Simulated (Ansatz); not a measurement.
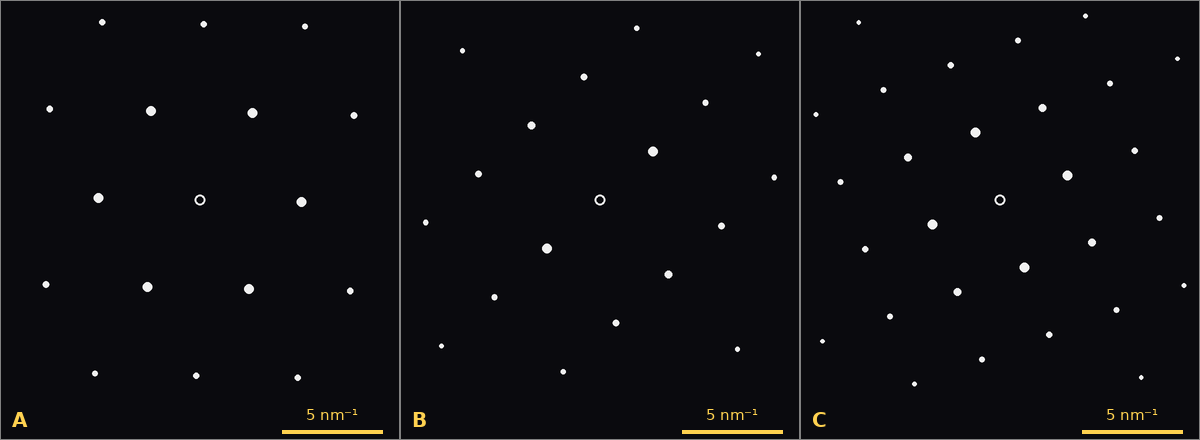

Simulated selected-area electron diffraction patterns (300 kV, kinematic approximation, thin crystal, B = 0.5 Å² for all atoms).

All three come from Al, space group Pm-3m (No. 221), a = 2.79 Å. Structure: the input geometry of an electronic-structure calculation (not necessarily at equilibrium); the starting structure was generated, so it need not be a known form of this composition.

Assign the zone axes [001], [110], [111] to A, B and C.

Answer. A is [111]: hexagonal net of -1 1 0 at d = 1.97 Å and -1 0 1 at d = 1.97 Å, at 60.0°. B is [110]: rectangular net of 0 0 1 at d = 2.79 Å and 1 -1 0 at d = 1.97 Å, at 90.0°. C is [001]: square net of 1 0 0 at d = 2.79 Å and 0 1 0 at d = 2.79 Å, at 90.0°.
